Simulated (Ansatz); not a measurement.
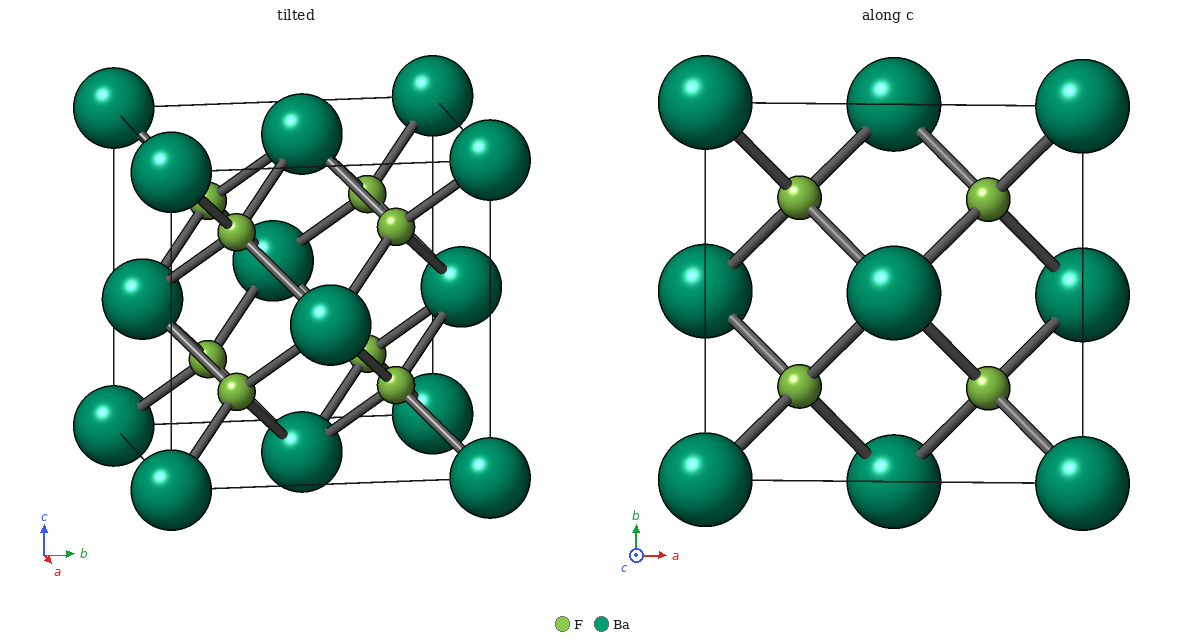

Crystal structure, ball-and-stick style, seen slightly off an axis and along the c axis. The edges of the drawn cell (a repeat of the simulation cell) are marked.

BaF$_{2}$, a = 6.194 Å, b = 6.194 Å, c = 6.194 Å, α = 90.00°, β = 90.00°, γ = 90.57°. Strictly the space group is Immm (No. 71, within 0.01 Å). It is a distorted form of a face-centred cubic structure, space group Fm-3m (No. 225) within 0.25 Å: fluorite (CaF₂ type). Provenance: a structure type filled with these elements by a generator (whether the compound takes this form wasn't checked). The cell was then strained or its atoms displaced on purpose. It was run through Ansatz as a DFT input.

This one geometry was computed with Ansatz (DFT, plane waves, PAW) at three levels of theory: HSE06, PBE and r2SCAN. It was relaxed with r2SCAN and then strained.

**How does the band gap change with the level of theory?**

PBE: a gap of 6.84 eV, indirect; r2SCAN: a gap of 7.41 eV, indirect; HSE06: a gap of 8.76 eV, indirect.

**Collect the results in a table.**

| level | cutoff (eV) | k-mesh of the run's cell | gap (eV) | pressure (GPa) |
| --- | --- | --- | --- | --- |
| HSE06 | 420 | 6×6×6 | 8.76 | 0.4 |
| PBE | 420 | 8×8×8 | 6.84 | 1.4 |
| r2SCAN | 500 | 8×8×8 | 7.41 | 0.0 |

Gaps are taken on the k-mesh or band path of each run.
